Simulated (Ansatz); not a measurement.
# IrO2: single-point calculation (part 4 of 4)

IrO2 (P4₂/mnm, 6 atoms in the cell); DFT PBEsol+U, scalar-relativistic, plane waves, PAW, Ueff = 5 eV on Ir atom 1 d; Ueff = 5 eV on Ir atom 2 d, spin-polarised (Ansatz 0.2.0); cutoff 420 eV, 4×4×6 k-mesh, Gaussian smearing of 0.05 eV, collinear spins. The structure derives from an entry of the Crystallography Open Database. It belongs to a series of runs on one base structure; here: random orbitals: harmonics, high filling.

Geometry of the input (Å; fractional positions):
```
4.4990  0.0000  0.0000
0.0000  4.4990  0.0000
0.0000  0.0000  3.1460
Ir 0.0000  0.0000  0.0000
Ir 0.5000  0.5000  0.5000
O  0.3110  0.3110  0.0000
O  0.1890  0.8110  0.5000
O  0.6890  0.6890  0.0000
O  0.8110  0.1890  0.5000
```

Output, continued
```
  k-point 27 ↓: bands = ["-78.7474", "-78.7474", "-35.7853", "-35.7853", "-35.6946", "-35.6946", "-35.4405", "-35.4405", "-5.1799", "-5.1799", "-5.0947", "-5.0947", "5.6482", "5.6482", "6.0583", "6.0583", "6.9759", "6.9759", "8.8391", "8.8391", "9.1814", "9.1814", "10.5379", "10.5379", "10.9017", "10.9017", "12.3499", "12.3499", "13.0788", "13.0788", "17.2470", "17.2470", "17.8668", "17.8668", "23.4550", "23.4550", "24.4309", "24.4309", "25.8547", "25.8547", "27.1229"]
Occupation matrices written to [file]
--- Löwdin populations: 6 sites ---
  site symbol       q [e]    m [muB]
     0     Ir     15.6406    -0.0000
     1     Ir     15.6406     0.0000
     2      O      6.6207     0.0000
     3      O      6.6207    -0.0000
     4      O      6.6207     0.0000
     5      O      6.6207    -0.0000
  spilling = 0.004074 (of n_electrons = 58.000000)
--- Occupation matrices: 2 shells (run DFT+U table (all-electron-ortho-atomic); ε = 2.24e-4) ---
  Ir0 d_5D: site group D2h (mmm)
  Ir0 d_5D up     Tr n = 3.5618  λ = 0.397 0.418 0.859 0.908 0.980  [xz 0.50 B3g(1.00) | xy 0.65 Ag(1.00) | x2-y2 1.00 B1g(1.00) | xz 0.50 B2g(1.00) | z2 0.65 Ag(1.00)]
  Ir0 d_5D dn     Tr n = 3.5618  λ = 0.397 0.418 0.859 0.908 0.980  [xz 0.50 B3g(1.00) | xy 0.65 Ag(1.00) | x2-y2 1.00 B1g(1.00) | xz 0.50 B2g(1.00) | z2 0.65 Ag(1.00)]
  specified occupation → Ir0 d_5D up: matrix, ‖Δ‖_F = 0.8057, Tr Δ = +1.2882, displaced = 0.6536, d_λ = 0.8057; orbital distance = 0.0000
  specified occupation → Ir0 d_5D dn: matrix, ‖Δ‖_F = 1.6475, Tr Δ = -3.4618, displaced = 1.7309, d_λ = 1.6475; orbital distance = 0.0000
  Ir1 d_5D: site group D2h (mmm)
  Ir1 d_5D up     Tr n = 3.5618  λ = 0.397 0.418 0.859 0.908 0.980  [xz 0.50 B3g(1.00) | xy 0.65 Ag(1.00) | x2-y2 1.00 B1g(1.00) | xz 0.50 B2g(1.00) | z2 0.65 Ag(1.00)]
  Ir1 d_5D dn     Tr n = 3.5618  λ = 0.397 0.418 0.859 0.908 0.980  [xz 0.50 B3g(1.00) | xy 0.65 Ag(1.00) | x2-y2 1.00 B1g(1.00) | xz 0.50 B2g(1.00) | z2 0.65 Ag(1.00)]
  specified occupation → Ir1 d_5D up: matrix, ‖Δ‖_F = 1.6475, Tr Δ = -3.4618, displaced = 1.7309, d_λ = 1.6475; orbital distance = 0.0000
  specified occupation → Ir1 d_5D dn: matrix, ‖Δ‖_F = 0.8057, Tr Δ = +1.2882, displaced = 0.6536, d_λ = 0.8057; orbital distance = 0.0000
  Tr n, λ and their labels are of the run-group-symmetrised matrices; stabiliser: 32 of 32 elements of G0×{1,Θ} (closed), max defect 2.9e-6 at τ = 4.7e-5
```

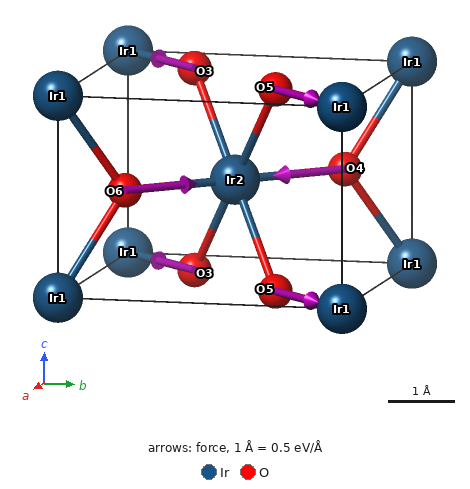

*Forces on the atoms as pink arrows (ball-and-stick view of the cell of the calculation, seen slightly off an axis; atoms are numbered from 1 in the order of the input).*

The largest act on all 4 O atoms (0.65 eV/Å). The geometry is not a stationary point of this energy.

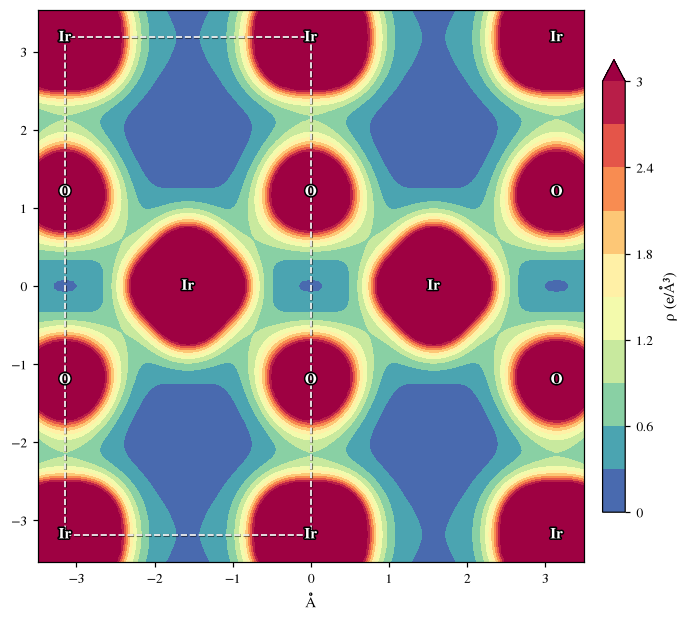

*Valence electron density on the (11̄0) plane of the conventional cell.*

The plane passes through Ir and O nuclei. Ir–O (1.98 Å): ρ at the midpoint is about 0.9 e/Å³. Away from the nuclei the density in this plane falls to 0.06 e/Å³ at its lowest. The fields are those of the smooth PAW valence density.

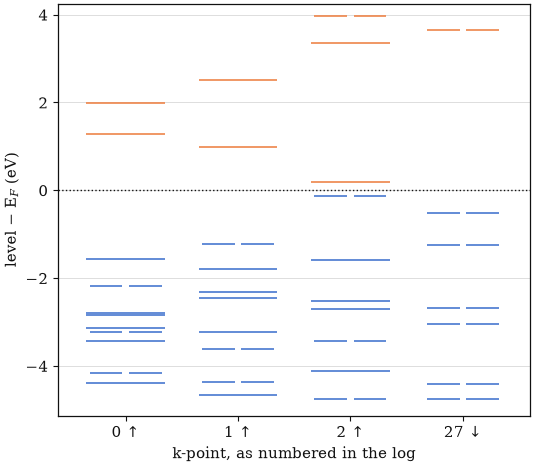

*Kohn–Sham levels near the Fermi level (dotted) at the few k-points that the log prints; levels within 0.02 eV of each other stand side by side.*

The system is metallic on the full mesh.

Key numbers

- outcome: converged
- space group (tolerance 0.01 Å): P4₂/mnm (136)
- electrons treated: 58
- free energy: −25829.0182 eV
- Fermi energy: 13.593 eV
- gap on the k-point mesh: none (metallic)
- net moment of the cell: 0.00 μB
- integrated absolute moment: 0.00 μB
- pressure: 0.64 GPa
- largest force (length of the vector): 0.654 eV/Å
- hardware: 4 threads of Arm Neoverse V1, 24 GiB of memory available, shared host
- wall time: 49 s (CPU time 3.2 min)
- peak memory: 0.71 GiB

Notes

Warnings of the run: some starting moments were not kept; the typed occupations were not kept. Spin–orbit coupling is left out, which matters for Ir.
